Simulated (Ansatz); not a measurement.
# Band-structure calculation, with input and output: PtS$_{4}$ (part 2 of 2)

The same run, continued: PtS$_{4}$ (slab, 5 atoms in the cell); DFT PBEsol, spin-orbit coupling, plane waves, PAW (Ansatz 0.2.0); cutoff 420 eV, 12×12×1 k-mesh, Gaussian smearing of 0.05 eV. The structure derives from an entry of the Crystallography Open Database. It belongs to a series of runs on one base structure; here: bands of the relaxed slab with spin-orbit coupling.

Geometry of the input (Å; fractional positions):
```
3.5713  0.0000  0.0000
-1.7857  3.0929  0.0000
0.0000  0.0000  22.1434
S  0.3333  0.6667  0.3707
S  0.6667  0.3333  0.4403
Pt 0.0000  0.0000  0.5000
S  0.3333  0.6667  0.5597
S  0.6667  0.3333  0.6293
```

**Log, continued**
```
--- Per-component energies (eV) ---
  E_band       = -728.060652
  E_kinetic    = 1054.298702
  E_local      = -31038.376639  (includes V_loc(G=0)·N_el)
  E_nonlocal   = 307.953415
  E_hartree    = 14949.882586
  E_xc         = -639.516879
  E_vxc        = -645.072322  (∫ρ·V_xc dr)
  E_paw        = -11678.395590  (= ΣΔE_a)
  E_vpaw       = -306.668739  (= ΣTr[D̂ρ^β])
  E_aug_tail   = 0.000162  (compensation charges beyond the density's cutoff)
  E_efield     = 0.000000  (sawtooth field / dipole correction)
  E_vefield    = -0.000000  (∫n·V_field dr)
  E_ewald      = 11088.680355
  E_core_change = 0.540445  (= ΣΔE_core)
  E_smearing   = -0.005859  (= −TS)
  E_closure    = -0.000000  (closes the sum)
  Σ components = -15954.939302   (vs F -15954.939302, Δ=0.00e0)
--- Forces (eV/Å), atoms counted from 1 ---
  atom   1  S      0.00000000     0.00000000    -0.03369368
  atom   2  S      0.00000000    -0.00000000     0.06728789
  atom   3  Pt    -0.00000000     0.00000000    -0.00000652
  atom   4  S      0.00000000     0.00000000    -0.06728866
  atom   5  S      0.00000000    -0.00000000     0.03370073
  max |Σ_I F_I| component: 2.34e-7 eV/Å
--- Stress (GPa, compression-positive) ---
       -3.415094       0.000000      -0.000000
        0.000000      -3.415094      -0.000000
       -0.000000      -0.000000       0.010042
  P = ⅓ Tr σ = -2.2734 GPa (-22.734 kbar)
--- Band table (eV; the first three rows and the last of 19) ---
  k-point 0: bands = ["-98.8578", "-98.8578", "-64.2275", "-64.2275", "-49.2290", "-49.2290", "-49.1930", "-49.1930", "-16.2664", "-16.2664", "-15.3550", "-15.3550", "-12.1232", "-12.1232", "-11.0543", "-11.0543", "-6.6084", "-6.6084", "-6.3924", "-6.3924", "-6.1169", "-6.1169", "-3.8504", "-3.8504", "-3.6359", "-3.6359", "-3.0392", "-3.0392", "-2.9189", "-2.9189", "-2.8556", "-2.8556", "-2.1986", "-2.1986", "-1.3788", "-1.3788", "-1.2917", "-1.2917", "-1.2091", "-1.2091", "-0.4498", "-0.4498", "-0.2774", "-0.2774", "-0.1871", "-0.1871", "1.7074", "1.7074", "1.7869", "1.7869", "4.3356", "4.3356", "5.1904", "5.1904", "5.6924", "5.6924", "5.7961", "5.7961", "6.3472", "6.3472", "6.8476", "6.8476", "7.3824", "7.3824", "7.3975", "7.3975", "8.1620", "8.1620", "8.1914", "8.1914", "8.6630", "8.6630", "8.7670", "8.7670"]
  k-point 1: bands = ["-98.8578", "-98.8578", "-64.2277", "-64.2277", "-49.2302", "-49.2302", "-49.1933", "-49.1933", "-16.1825", "-16.1825", "-15.2996", "-15.2996", "-12.0801", "-12.0801", "-11.1168", "-11.1168", "-6.5867", "-6.5867", "-6.3800", "-6.3800", "-6.1132", "-6.1132", "-4.1886", "-4.1886", "-3.9419", "-3.9419", "-3.1921", "-3.1921", "-2.9267", "-2.9267", "-2.7406", "-2.7406", "-2.0781", "-2.0781", "-1.9643", "-1.9643", "-1.4542", "-1.4542", "-0.7154", "-0.7154", "-0.5512", "-0.5512", "-0.1858", "-0.1858", "0.1934", "0.1934", "1.6046", "1.6046", "1.7972", "1.7972", "4.5800", "4.5800", "5.3286", "5.3286", "5.7312", "5.7312", "5.8520", "5.8520", "6.2996", "6.2996", "6.8737", "6.8737", "7.3170", "7.3170", "7.4430", "7.4430", "7.9508", "7.9508", "8.0711", "8.0711", "8.5906", "8.5906", "8.8636", "8.8636"]
  k-point 2: bands = ["-98.8577", "-98.8577", "-64.2282", "-64.2282", "-49.2337", "-49.2337", "-49.1938", "-49.1938", "-15.9374", "-15.9374", "-15.1393", "-15.1393", "-11.9734", "-11.9734", "-11.2904", "-11.2904", "-6.5366", "-6.5366", "-6.3911", "-6.3911", "-6.1357", "-6.1357", "-5.0036", "-5.0036", "-4.3153", "-4.3153", "-3.4324", "-3.4324", "-3.2835", "-3.2835", "-2.6048", "-2.6048", "-2.1054", "-2.1054", "-2.0194", "-2.0194", "-1.6690", "-1.6690", "-1.1717", "-1.1717", "-0.1057", "-0.1057", "0.0543", "0.0543", "0.3758", "0.3758", "1.7176", "1.7176", "1.8731", "1.8731", "5.0517", "5.0517", "5.4421", "5.4421", "5.6885", "5.6885", "5.9382", "5.9382", "6.5703", "6.5703", "7.0787", "7.0787", "7.3643", "7.3643", "7.5089", "7.5089", "7.7159", "7.7159", "8.1308", "8.1308", "8.7847", "8.7847", "9.1824", "9.1824"]
  k-point 18: bands = ["-98.8574", "-98.8574", "-64.2305", "-64.2305", "-49.2500", "-49.2500", "-49.1969", "-49.1969", "-14.0677", "-14.0677", "-14.0127", "-14.0127", "-12.2767", "-12.2767", "-12.2740", "-12.2740", "-7.3740", "-7.3740", "-6.4987", "-6.4987", "-6.3811", "-6.3811", "-5.8957", "-5.8957", "-5.8937", "-5.8937", "-5.7787", "-5.7787", "-3.3818", "-3.3818", "-2.9668", "-2.9668", "-2.2981", "-2.2981", "-2.0883", "-2.0883", "-1.7227", "-1.7227", "-1.6430", "-1.6430", "-0.8549", "-0.8549", "0.1147", "0.1147", "0.1816", "0.1816", "2.4511", "2.4511", "2.4751", "2.4751", "5.0125", "5.0125", "7.1924", "7.1924", "7.4530", "7.4530", "7.4822", "7.4822", "8.3099", "8.3099", "8.3168", "8.3168", "8.4181", "8.4181", "8.7431", "8.7431", "9.5155", "9.5155", "9.9659", "9.9659", "10.0397", "10.0397", "10.7998", "10.7999"]
--- Löwdin populations: 5 sites ---
  site symbol       q [e]
     0      S      6.0976
     1      S      5.9027
     2     Pt     17.6015
     3      S      5.9027
     4      S      6.0976
  spilling = 0.009476 (of n_electrons = 42.000000)
```

**File populations.tsv**
```
# site	symbol	l	j	q
# orbitals = lowdin
# n_electrons = 42.000000
# spilling = 0.009476
0	S	0_3S	0.5	1.953903
0	S	1_3P	0.5	1.416131
0	S	1_3P	1.5	2.727523
1	S	0_3S	0.5	1.870415
1	S	1_3P	0.5	1.339354
1	S	1_3P	1.5	2.692944
2	Pt	0_5S	0.5	1.985436
2	Pt	0_6S	0.5	0.835441
2	Pt	1_5P	0.5	1.998937
2	Pt	1_5P	1.5	3.995340
2	Pt	2_5D	1.5	3.674780
2	Pt	2_5D	2.5	5.111534
3	S	0_3S	0.5	1.870415
3	S	1_3P	0.5	1.339354
3	S	1_3P	1.5	2.692944
4	S	0_3S	0.5	1.953902
4	S	1_3P	0.5	1.416131
4	S	1_3P	1.5	2.727523
```

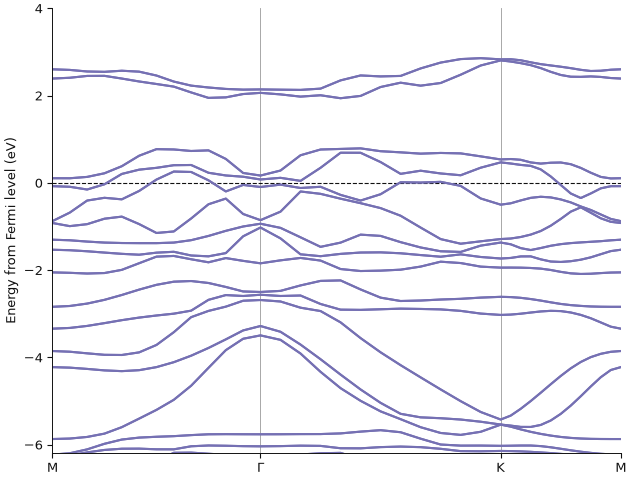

Band structure along M–Γ–K–M, with energies from the Fermi level. Bands cross the Fermi level: a metal at this level of theory.

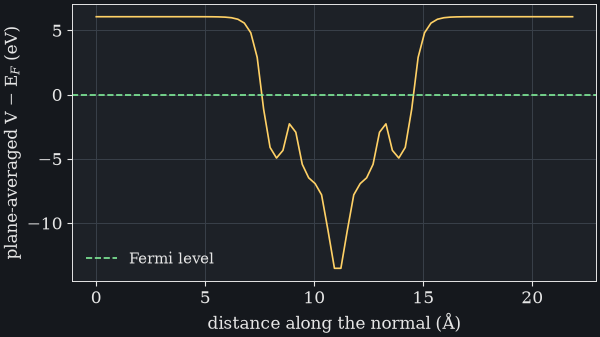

Plane average of the electrostatic potential energy of an electron across the cell, from the Fermi level. The vacuum level lies 6.07 eV above the Fermi level.

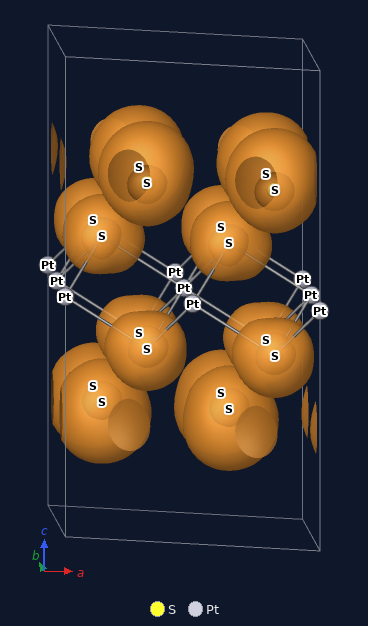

Isosurface of the electron localisation function at 0.65 (orange), seen at an oblique angle. Only the valence region is drawn (cores and ρ < 0.01 e/Å³ removed). Sticks mark near contacts. Counts are for one cell; the picture repeats the cell along the surface. Profiles from the grid: Pt–S (2.45 Å): the ELF is about 0.40 at the midpoint. Core electrons are frozen (PAW), so the fields are smoothed inside the atomic spheres.

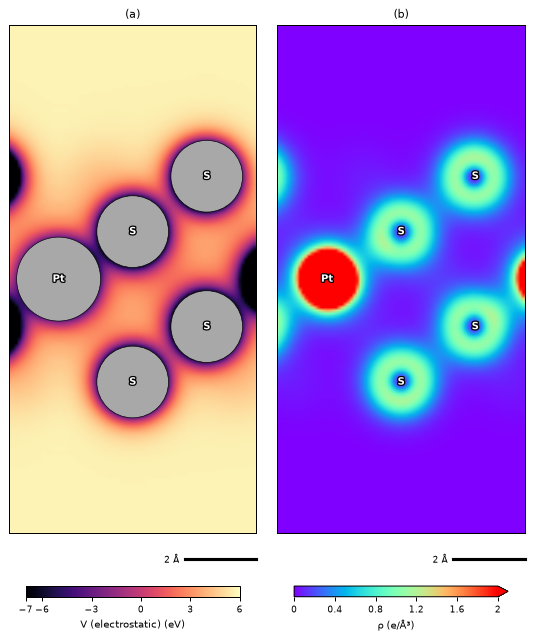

(a) electrostatic potential energy of an electron; (b) valence charge density (pseudo) on the (110) plane of the calculation cell, a cut from vacuum to vacuum. Grey discs, where drawn, cover atomic cores. Atoms in the plane: S and Pt. Pt–S (2.45 Å): the density is about 0.59 e/Å³ at the midpoint. The density dies away to nearly zero in the vacuum.

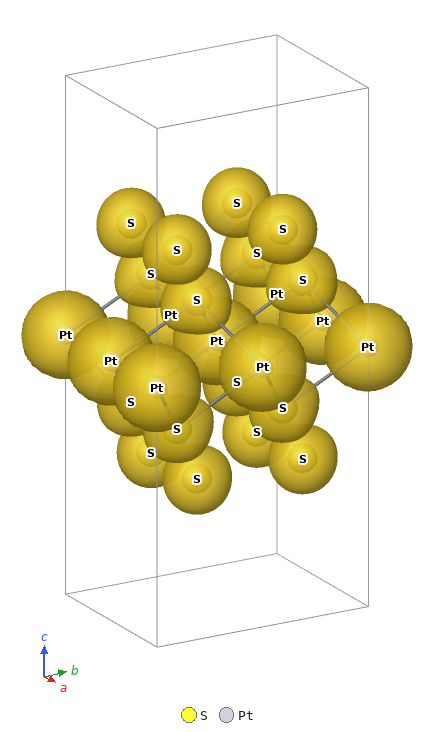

Isosurface of the valence electron density at 0.8 e/Å³ (yellow), seen slightly off an axis. Sticks mark near contacts. At this value the density breaks into separate islands; it holds about 55 % of the electrons treated as valence (semicore included). It is pinched off along the Pt–S (2.45 Å) contacts. On the grid the lowest density along these lines, outside the cores, is 0.59 e/Å³ (Pt–S, 2.45 Å).

**Results in brief**

| quantity | value |
| --- | --- |
| outcome | converged |
| electrons treated | 42 |
| free energy | −15954.9393 eV |
| work function, top face | 6.07 eV |
| work function, bottom face | 6.07 eV |
| Fermi energy | −0.357 eV |
| gap on the k-point mesh | none (metallic) |
| net moment of the cell | 0.00 μB |
| integrated absolute moment | 0.00 μB |
| work function (upper face) | 6.07 eV |
| largest force (length of the vector) | 0.067 eV/Å |
| wall time | 1.7 min (CPU time 3.3 min) |
| peak memory | 1.4 GiB |

**Remarks**

The program warns: the exchange-correlation potential is rough where the density is thin.
